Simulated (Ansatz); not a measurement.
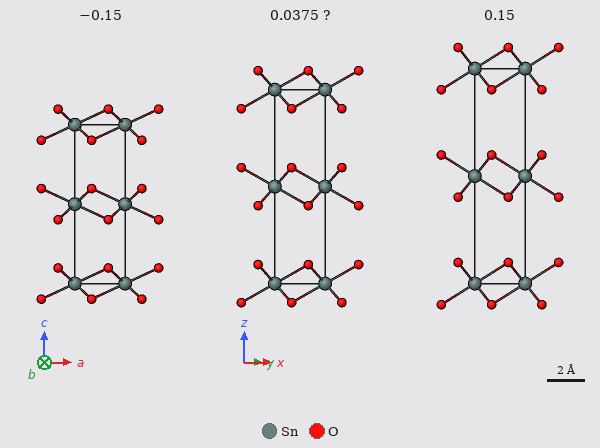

Solid SnO2 (P6_3/mmc): the cell is strained along z alone, with the atoms kept at their fractional coordinates. x, y and z are the Cartesian axes of the input. Style: ball-and-stick. Shown: the cell of the calculation, repeated 1 × 1 × 1 with one cell outlined, along the b axis.

The calculation used DFT PBE+D3(BJ), scalar-relativistic, plane waves, PAW (Ansatz). (plane-wave cutoff 420 eV; k-point mesh 12 × 12 × 4; occupations gaussian; smearing width 0.05 eV; no spin polarisation). Energies (free energies at the smearing named) are counted from the relaxed crystal.

```tsv
strain	ΔE (meV/atom)
−0.1500	141.0
−0.1125	75.2
−0.0750	31.8
−0.0375	7.6
0.0000	0.0
0.0375	?
0.0750	27.9
0.1125	60.7
0.1312	81.3
0.1500	104.8
```

### Fill in the missing row.

A straight line between the two neighbours gives 13.9 meV/atom. A cubic through the four nearest rows (−0.0375, 0.0000, 0.0750, 0.1125) gives, with Lagrange weights, (−0.1667)(7.6) + (0.6667)(0.0) + (0.6667)(27.9) + (−0.1667)(60.7) = 7.2 meV/atom. The calculation gives 7.2 meV/atom, so the cubic is right to the digits shown and the straight line 6.7 meV/atom too high, as the curve bends upwards here.

The whole profile:

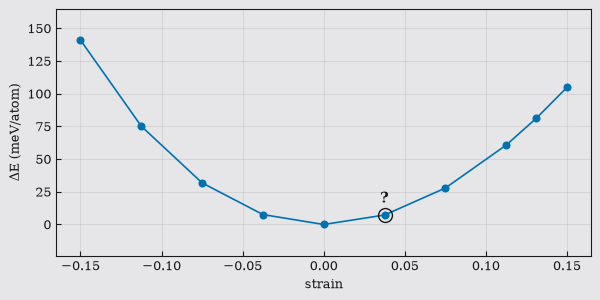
